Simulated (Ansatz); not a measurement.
**Nudged elastic band of Si30C (part 2 of 2)**

Continued. System: Si30C (defect cell, 31 atoms in the cell). Method: DFT PBE, scalar-relativistic, plane waves, PAW, no spin polarisation (Ansatz 0.2.0); cutoff 420 eV, 2×2×2 k-mesh, Gaussian smearing of 0.02 eV. The structure derives from a Materials Project entry. It belongs to a series of runs on one base structure; here: climbing-image band for the jump of C by 3.40 A.

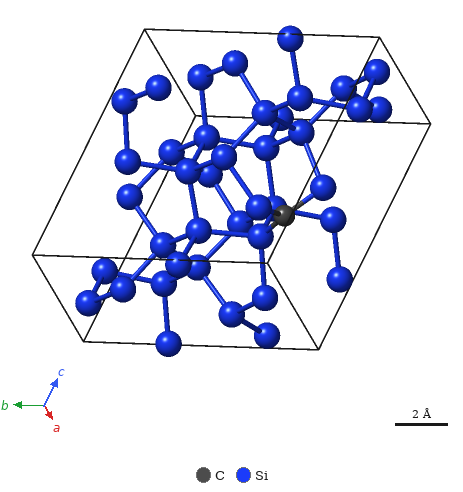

**Figure 1.** The input geometry (ball-and-stick view of the cell of the calculation, seen at an oblique angle). An atom can appear more than once, as a periodic image.

```
SCF converged after 6 iterations
Free energy (F): -19316.324697 eV
Harris-Foulkes:  -19316.324697 eV  (|F-HF|=3.64e-11)
Internal energy: -19316.324697 eV  (E = F + TS)
E sigma→0 (E₀):  -19316.324697 eV
Fermi energy:    5.523732 eV
--- Per-component energies (eV) ---
  E_band       = 83.164893
  E_kinetic    = 1240.584950
  E_local      = -947.765384  (includes V_loc(G=0)·N_el)
  E_nonlocal   = 794.093147
  E_hartree    = 250.584264
  E_xc         = -1681.160536
  E_vxc        = -1431.915481  (∫ρ·V_xc dr)
  E_paw        = -15474.470175  (= ΣΔE_a)
  E_vpaw       = -73.001049  (= ΣTr[D̂ρ^β])
  E_aug_tail   = 0.000193  (compensation charges beyond the density's cutoff)
  E_ewald      = -3498.191158
  E_smearing   = -0.000000  (= −TS)
  E_closure    = 0.000000  (closes the sum)
  Σ components = -19316.324697   (vs F -19316.324697, Δ=0.00e0)
--- Forces (eV/Å), atoms counted from 1 ---
  atom   1  C      0.00018352    -0.00001508    -0.00046551
  atom   2  Si     0.00038511     0.00143948    -0.00078475
  atom   3  Si    -0.00073933     0.00002421    -0.00173959
  atom   4  Si     0.00058213    -0.00156042     0.00053408
  atom   5  Si    -0.00181560    -0.00095641     0.00094766
  atom   6  Si    -0.00387467    -0.00091907     0.00413144
  atom   7  Si     0.00094295     0.00078142    -0.00026031
  atom   8  Si    -0.00213519     0.00448301    -0.00210198
  atom   9  Si    -0.00266703    -0.00169607    -0.00157776
  atom  10  Si     0.00083705     0.00099640     0.00108136
  atom  11  Si     0.00072246    -0.00056556    -0.00006691
  atom  12  Si    -0.00215805     0.00126366    -0.00029135
  atom  13  Si    -0.00036523    -0.00027321    -0.00126214
  atom  14  Si     0.00161092    -0.00024218     0.00258025
  atom  15  Si     0.00010245    -0.00363408     0.00061317
  atom  16  Si     0.00320610     0.00169097     0.00135751
  atom  17  Si    -0.00003474     0.00375058    -0.00021685
  atom  18  Si    -0.00319402    -0.00165889    -0.00149925
  atom  19  Si    -0.00162459     0.00024573    -0.00259289
  atom  20  Si     0.00040852     0.00025953     0.00127715
  atom  21  Si     0.00217007    -0.00135640     0.00031074
  atom  22  Si    -0.00066573     0.00063045     0.00003848
  atom  23  Si     0.00259864     0.00175157     0.00156347
  atom  24  Si    -0.00084861    -0.00101330    -0.00111216
  atom  25  Si    -0.00098124    -0.00077795     0.00026645
  atom  26  Si     0.00218868    -0.00435134     0.00229667
  atom  27  Si     0.00358038     0.00068467    -0.00399796
  atom  28  Si     0.00185207     0.00096394    -0.00097169
  atom  29  Si    -0.00060532     0.00151150    -0.00055038
  atom  30  Si     0.00076341    -0.00001218     0.00174980
  atom  31  Si    -0.00042507    -0.00144508     0.00074326
  max |Σ_I F_I| component: 7.79e-8 eV/Å
--- Band table (eV) ---
  k-point 0: bands = ["-5.3997", "-5.2839", "-5.1692", "-5.1387", "-4.0907", "-3.8882", "-3.8655", "-3.7418", "-3.6518", "-3.6399", "-3.2628", "-3.1285", "-2.7002", "-2.5876", "-2.5733", "-2.2784", "-1.7866", "-1.5454", "-1.4180", "-1.2095", "-0.6771", "-0.6074", "-0.5811", "-0.3262", "-0.1828", "-0.1311", "-0.0268", "0.6491", "1.2684", "1.3683", "1.9655", "2.0143", "2.0656", "2.1982", "2.2297", "2.3962", "2.4055", "2.4871", "2.5409", "2.6028", "2.6943", "2.9894", "3.0103", "3.0495", "3.2309", "3.2723", "3.4145", "3.5217", "3.5398", "3.7458", "3.7753", "3.8599", "3.9251", "3.9777", "4.3060", "4.3357", "4.4989", "4.5580", "4.5997", "4.8115", "4.9090", "5.0464", "5.6050", "5.6970", "6.4222", "6.5527", "6.6280", "6.7669", "6.8842", "7.1609", "7.4671", "7.5638", "7.6842", "7.8095", "7.9239", "8.0390", "8.0754", "8.2937", "8.3832", "8.3965", "8.4494", "8.5188", "8.5523", "8.6785", "8.9404", "9.0673", "9.1000", "9.2515", "9.3133", "9.3541", "9.5162", "9.6146", "9.6992"]
  k-point 1: bands = ["-5.8562", "-4.8131", "-4.6779", "-4.6722", "-4.5399", "-4.4406", "-3.9927", "-3.8157", "-3.7085", "-3.4452", "-3.2539", "-3.2305", "-3.0649", "-2.6988", "-2.5313", "-2.4067", "-1.6939", "-1.3730", "-1.1802", "-0.7309", "-0.6143", "-0.5958", "-0.4811", "-0.3031", "0.0051", "0.0308", "0.4897", "1.0308", "1.2266", "1.2360", "1.6730", "1.6813", "1.8140", "1.8665", "1.9673", "1.9798", "2.0238", "2.3226", "2.4535", "2.5130", "2.6670", "2.7428", "2.7650", "2.9271", "2.9939", "3.1101", "3.2923", "3.6598", "3.8191", "3.8860", "3.9498", "4.0461", "4.0778", "4.1398", "4.1573", "4.4045", "4.4305", "4.4942", "4.5382", "4.8873", "5.0611", "5.4434", "5.9350", "6.2966", "6.3839", "6.6655", "6.8352", "7.1517", "7.3438", "7.4651", "7.5611", "7.6883", "7.8405", "7.9118", "8.0454", "8.1729", "8.2236", "8.2270", "8.3055", "8.3588", "8.4121", "8.4473", "8.5218", "8.8216", "8.9171", "8.9310", "8.9901", "9.1577", "9.2153", "9.3066", "9.4156", "9.5080", "9.5743"]
  k-point 2: bands = ["-5.7446", "-5.0275", "-4.9723", "-4.7413", "-4.4132", "-4.0397", "-4.0282", "-3.7603", "-3.7270", "-3.5418", "-3.4790", "-3.0613", "-3.0218", "-2.5065", "-2.2884", "-2.1002", "-1.6616", "-1.4257", "-1.3153", "-1.1884", "-1.1022", "-0.7820", "-0.4386", "-0.3676", "-0.0256", "0.0192", "0.4586", "0.9801", "1.2451", "1.3549", "1.3816", "1.4618", "1.7607", "2.0530", "2.1392", "2.1867", "2.3491", "2.4231", "2.7593", "2.8701", "2.9220", "3.0203", "3.1807", "3.2475", "3.2537", "3.4228", "3.5754", "3.6154", "3.6839", "3.7281", "3.7330", "3.7715", "3.8949", "3.9390", "4.0190", "4.0975", "4.1458", "4.3199", "4.5097", "4.5544", "4.8275", "5.1328", "5.6066", "5.8293", "6.8596", "6.9962", "7.0426", "7.2897", "7.3195", "7.4187", "7.4793", "7.5638", "7.6646", "7.7269", "7.9445", "8.0717", "8.1318", "8.2929", "8.3694", "8.4738", "8.5696", "8.5876", "8.6881", "8.7095", "8.8231", "8.9042", "9.0118", "9.0813", "9.1101", "9.2251", "9.3148", "9.4073", "9.5260"]
  k-point 3: bands = ["-5.7446", "-5.0251", "-4.9521", "-4.7609", "-4.4406", "-4.0362", "-4.0275", "-3.7778", "-3.6658", "-3.5823", "-3.4944", "-3.0534", "-2.8649", "-2.6102", "-2.3412", "-2.1222", "-1.6042", "-1.4121", "-1.2776", "-1.2173", "-1.0983", "-0.9109", "-0.3999", "-0.2311", "-0.1340", "0.0192", "0.3610", "1.1163", "1.2366", "1.3633", "1.3984", "1.5971", "1.7308", "2.0152", "2.1235", "2.1645", "2.3755", "2.4245", "2.7302", "2.8470", "2.9536", "3.0484", "3.1777", "3.2698", "3.3029", "3.4047", "3.5039", "3.5910", "3.6221", "3.6722", "3.7252", "3.7572", "3.8888", "3.9637", "4.0340", "4.1300", "4.1504", "4.2440", "4.4891", "4.4966", "4.8128", "5.0378", "5.7994", "6.1372", "6.7233", "6.9255", "7.1076", "7.1893", "7.3162", "7.4118", "7.4781", "7.6384", "7.6653", "7.7270", "7.9632", "8.1332", "8.1948", "8.2187", "8.3805", "8.4638", "8.5067", "8.5473", "8.6131", "8.6880", "8.8401", "8.8808", "8.9929", "9.0762", "9.1606", "9.2769", "9.3167", "9.4335", "9.4762"]
this run last wrote the band of iteration 7 to [file]; this run last wrote the band within `neb.f_tol` of iteration 5 to [file]
--- NEB band (7 images, 7 band iterations, 216 SCF iterations) ---
  forward barrier  = 3.677978 eV
  backward barrier = 3.677978 eV
  lagrangian_above_aufbau_ev (what the smearing adds, to first order; not taken off the barriers): saddle image -0.000000 eV, end points -0.000001 and -0.000001 eV
  climbing image's point = of an order that was not read
  energies are F+E_penalty+E_count in eV, relative to image 0
  image     s (Å)  Δ vs image 0  max|band force component| (eV/Å)
      0    0.0000      0.000000                                 —
      1    0.6580      0.429589                          2.294e-2
      2    1.3158      2.076262                          2.454e-2
  *   3    1.9735      3.677978                          4.483e-3
      4    2.6312      2.076247                          2.471e-2
      5    3.2890      0.429571                          2.301e-2
      6    3.9470     -0.000000                                 —
  climbing-image geometry (image 3):
  cell:  # Å, volume = 654.0801 Å³
    - [-5.7769209609, 3.3353068718, 6.3650226989]
    - [5.7769209609, -3.3353068718, 6.3650226989]
    - [3.8512806405, 6.6706137437, -6.3650226989]
  atoms:
    - { symbol: C, position: [0.1874966323868452, -0.06251059392811646, 0.12501058670710513] }
    - { symbol: Si, position: [0.7390899389711806, 0.5764353329932214, 0.2493127915990223] }
    - { symbol: Si, position: [0.11567428453814363, 0.4311402123728341, 0.4891713087105318] }
    - { symbol: Si, position: [0.6120020380877358, 0.9493648019720267, 0.49784148403733275] }
    - { symbol: Si, position: [0.4885106412730373, 0.3285358337635674, 0.7487536115596598] }
    - { symbol: Si, position: [1.0079021558276486, 0.8240405118752139, 0.7833201207059656] }
    - { symbol: Si, position: [0.8736069049638632, 0.1994909523863344, 0.00416408765210835] }
    - { symbol: Si, position: [0.33254808960034593, 0.7291892590991313, 1.015295161262137] }
    - { symbol: Si, position: [0.32189957679451825, 0.47705808665310945, 0.2486806897325992] }
    - { symbol: Si, position: [0.8285725851813491, 0.9914057269405021, 0.2464565444143687] }
    - { symbol: Si, position: [0.1995079507341488, 0.8677864305674794, 0.4978926808953228] }
    - { symbol: Si, position: [0.6847698375305038, 0.3565911231651082, 0.49138647287711057] }
    - { symbol: Si, position: [0.5697878922307984, 0.7393057261032352, 0.7510137427508407] }
    - { symbol: Si, position: [0.07558737463815823, 0.24184890597458397, 0.7524388470334329] }
    - { symbol: Si, position: [0.9764737503812979, 0.6489965644207404, 1.0082993631792758] }
    - { symbol: Si, position: [0.4459854766096847, 0.11454359778812118, 0.0033725293048635363] }
    - { symbol: Si, position: [0.3985389933954441, 0.22602747246988286, 0.2417154568524975] }
    - { symbol: Si, position: [0.9290133089974859, 0.7604591940405054, 0.24663165226631892] }
    - { symbol: Si, position: [0.2994111781511211, 0.6331521451153481, 0.4975633546253252] }
    - { symbol: Si, position: [0.8052120967833283, 0.13569545748038037, 0.4989875926802376] }
    - { symbol: Si, position: [0.690238969337398, 0.5184169204917999, 0.758624350369382] }
    - { symbol: Si, position: [0.17549085347070031, 0.007214363796381185, 0.7521098784904348] }
    - { symbol: Si, position: [0.05309969846047358, 0.39795257583125954, 0.001321882332110308] }
    - { symbol: Si, position: [0.546426141765415, 0.8835955541197822, 1.0035439559972397] }
    - { symbol: Si, position: [0.5013943595020378, 0.6755105129455323, 0.24583436403611209] }
    - { symbol: Si, position: [0.042451809666324676, 0.1457940496655739, 0.23469105251634148] }
    - { symbol: Si, position: [0.3670878424026226, 0.050951784829996107, 0.4666667198893531] }
    - { symbol: Si, position: [0.8864917829883328, 0.5464596446483048, 0.5012407283680871] }
    - { symbol: Si, position: [0.7629946597140381, 0.9256361629369538, 0.752155980349866] }
    - { symbol: Si, position: [0.2593239657019358, 0.44384808863761466, 0.7608176930694943] }
    - { symbol: Si, position: [0.6359092099640797, 0.2985636007935912, 0.0006853155855207904] }
```

## The last band as extended XYZ (Å, eV, eV/Å)
```
31
Lattice="-5.7769 3.3353 6.3650 5.7769 -3.3353 6.3650 3.8513 6.6706 -6.3650" Properties=species:S:1:pos:R:3:forces:R:3 image=0 energy=-19320.00267
C     0.4209    2.4798    0.5546    0.0046  -0.0044   0.0093
Si   -0.0171    2.1827    6.8152   -0.0030   0.0011   0.0052
Si    3.8335    2.2071    0.4050    0.0027   0.0047   0.0003
Si    3.8990    2.1193    6.7782    0.0044   0.0050  -0.0022
Si    1.9182    5.6199    0.4087   -0.0022  -0.0015   0.0060
Si    1.8782    5.4850    6.6867    0.0024  -0.0086   0.0017
Si   -3.8957    2.3219    6.7728    0.0012  -0.0026  -0.0002
Si    5.7545    5.5570    0.3575   -0.0115   0.0072   0.0010
Si    1.8925    1.1280    3.5148    0.0020  -0.0081  -0.0042
Si    1.8691    1.1361   10.0503    0.0016   0.0002   0.0043
Si    5.7965    1.0526    3.6820   -0.0039  -0.0031   0.0040
Si   -0.0192    4.3982    3.4996   -0.0001   0.0020  -0.0022
Si    3.8611    4.4282    3.5669   -0.0009   0.0011  -0.0023
Si    3.8253    4.4653   -2.8155    0.0011   0.0039  -0.0026
Si    1.8631    7.7341    3.8104   -0.0008  -0.0014  -0.0013
Si   -1.8530    1.1627    3.4294   -0.0024  -0.0004  -0.0024
Si    0.0992    2.2789    2.4037    0.0002   0.0000   0.0008
Si   -0.0820    2.1733    9.2270    0.0085   0.0042  -0.0029
Si    3.8877    2.1889    2.8106    0.0030   0.0027  -0.0009
Si   -1.9771    5.5532    2.8013   -0.0001  -0.0028   0.0001
Si    1.9173    5.5879    2.8121    0.0001  -0.0002  -0.0032
Si    1.8848    5.5571   -3.6376   -0.0044  -0.0007  -0.0068
Si    1.9508   -1.1399    2.8093   -0.0013  -0.0006   0.0011
Si    5.7750    5.5906    2.7538   -0.0009   0.0016  -0.0074
Si    1.9239    1.1003    5.9136    0.0027  -0.0073   0.0037
Si    1.7006    1.3279   -0.2344   -0.0072   0.0003  -0.0036
Si    0.0887    4.1499   -0.2355   -0.0037   0.0012  -0.0014
Si   -0.0412    4.4015    5.8966    0.0012   0.0042   0.0031
Si    3.8773    4.4082    5.9592   -0.0086   0.0033  -0.0006
Si    3.8386    4.4451   -0.4196    0.0080  -0.0029   0.0016
Si   -1.9525    1.1818    5.8641    0.0073   0.0021   0.0021
31
Lattice="-5.7769 3.3353 6.3650 5.7769 -3.3353 6.3650 3.8513 6.6706 -6.3650" Properties=species:S:1:pos:R:3:forces:R:3 image=3 energy=-19316.32470
C    -0.9628    1.6677   -0.0002    0.0002   0.0000  -0.0005
Si    0.0205    2.2056    6.7865    0.0004   0.0014  -0.0008
Si    3.7064    2.2109    0.3669   -0.0007   0.0000  -0.0017
Si    3.8662    2.1957    6.7694    0.0006  -0.0016   0.0005
Si    1.9595    5.5282    0.4347   -0.0018  -0.0010   0.0009
Si    1.9546    5.8385    6.6745   -0.0039  -0.0009   0.0041
Si   -3.8783    2.2762    6.8038    0.0009   0.0008  -0.0003
Si    6.2016    5.4497    0.2956   -0.0021   0.0045  -0.0021
Si    1.8541    1.1414    3.5025   -0.0027  -0.0017  -0.0016
Si    1.8898    1.1009   10.0155    0.0008   0.0010   0.0011
Si    5.7781    1.0923    3.6243    0.0007  -0.0006  -0.0001
Si   -0.0034    4.3724    3.5006   -0.0022   0.0013  -0.0003
Si    3.8717    4.4443    3.5522   -0.0004  -0.0003  -0.0013
Si    3.8583    4.4647   -2.7688    0.0016  -0.0002   0.0026
Si    1.9914    7.8182    3.9283    0.0001  -0.0036   0.0006
Si   -1.9017    1.1280    3.5463    0.0032   0.0017   0.0014
Si   -0.0657    2.1878    2.4369    0.0000   0.0038  -0.0002
Si   -0.0239    2.2074    9.1837   -0.0032  -0.0017  -0.0015
Si    3.8443    2.2059    2.7688   -0.0016   0.0002  -0.0026
Si   -1.9460    5.5616    2.8128    0.0004   0.0003   0.0013
Si    1.9291    5.6336    2.8645    0.0022  -0.0014   0.0003
Si    1.9245    5.5783   -3.6243   -0.0007   0.0006   0.0000
Si    1.9973   -1.1414    2.8625    0.0026   0.0018   0.0016
Si    5.8127    5.5697    2.7145   -0.0008  -0.0010  -0.0011
Si    1.9526    1.0591    5.9263   -0.0010  -0.0008   0.0003
Si    1.5009    1.2209   -0.2956    0.0022  -0.0044   0.0023
Si   -0.0290    4.1674   -0.3095    0.0036   0.0007  -0.0040
Si   -0.0339    4.4777    5.9304    0.0019   0.0010  -0.0010
Si    3.8363    4.4749    5.9607   -0.0006   0.0015  -0.0006
Si    3.9961    4.4597   -0.3669    0.0008   0.0000   0.0018
Si   -1.9462    1.1297    5.9436   -0.0004  -0.0014   0.0007
31
Lattice="-5.7769 3.3353 6.3650 5.7769 -3.3353 6.3650 3.8513 6.6706 -6.3650" Properties=species:S:1:pos:R:3:forces:R:3 image=6 energy=-19320.00267
C    -2.3466    0.8555   -0.5546   -0.0046   0.0044  -0.0093
Si    0.0268    2.1535    6.8659   -0.0073  -0.0021  -0.0021
Si    3.8639    2.2255    0.4196   -0.0080   0.0029  -0.0016
Si    3.8252    2.2624    6.7709    0.0086  -0.0033   0.0006
Si    1.9669    5.6044    0.4684   -0.0012  -0.0042  -0.0031
Si    1.8369    5.8560    6.6005    0.0037  -0.0012   0.0014
Si   -3.8495    2.2350    6.8164   -0.0027   0.0073  -0.0037
Si    6.0020    5.3427    0.2344    0.0072  -0.0003   0.0036
Si    1.9005    1.1399    3.5558    0.0013   0.0006  -0.0012
Si    1.9276    1.0800    9.9762    0.0009  -0.0016   0.0074
Si    5.8177    1.1136    3.6376    0.0044   0.0007   0.0068
Si    0.0083    4.4180    3.5529   -0.0001   0.0002   0.0032
Si    3.9027    4.4527    3.5637    0.0001   0.0028  -0.0001
Si    3.8149    4.4817   -2.8106   -0.0030  -0.0027   0.0009
Si    1.8265    7.7270    3.9613   -0.0002   0.0000  -0.0008
Si   -1.8436    1.1620    3.5031   -0.0085  -0.0042   0.0029
Si    0.0625    2.2719    2.5546    0.0008   0.0014   0.0013
Si   -0.0726    2.1727    9.3006    0.0024   0.0004   0.0024
Si    3.8772    2.2053    2.8155   -0.0011  -0.0039   0.0026
Si   -1.9355    5.5777    2.7982    0.0009  -0.0011   0.0023
Si    1.9448    5.6077    2.8654    0.0001  -0.0020   0.0022
Si    1.9061    5.6180   -3.6820    0.0039   0.0031  -0.0040
Si    1.9588   -1.1280    2.8503   -0.0020   0.0081   0.0042
Si    5.8335    5.5345    2.6797   -0.0016  -0.0002  -0.0043
Si    1.9700    1.0134    5.9572   -0.0012   0.0026   0.0002
Si    1.9481    1.1136   -0.3575    0.0115  -0.0072  -0.0010
Si    0.0475    4.5210   -0.3217   -0.0024   0.0086  -0.0017
Si    0.0075    4.3860    5.9563    0.0022   0.0015  -0.0060
Si    3.8036    4.5513    5.9519   -0.0044  -0.0050   0.0022
Si    3.8691    4.4635   -0.4050   -0.0027  -0.0047  -0.0003
Si   -1.9085    1.1526    5.9148    0.0030  -0.0011  -0.0052
```

## Key numbers

- outcome: converged
- barrier, forward: 3.678 eV
- barrier, backward: 3.678 eV
- electrons treated: 124
- wall time: 8.9 min (CPU time 24 min)
- peak memory: 2.8 GiB

## Notes

The order of the saddle point was not checked.
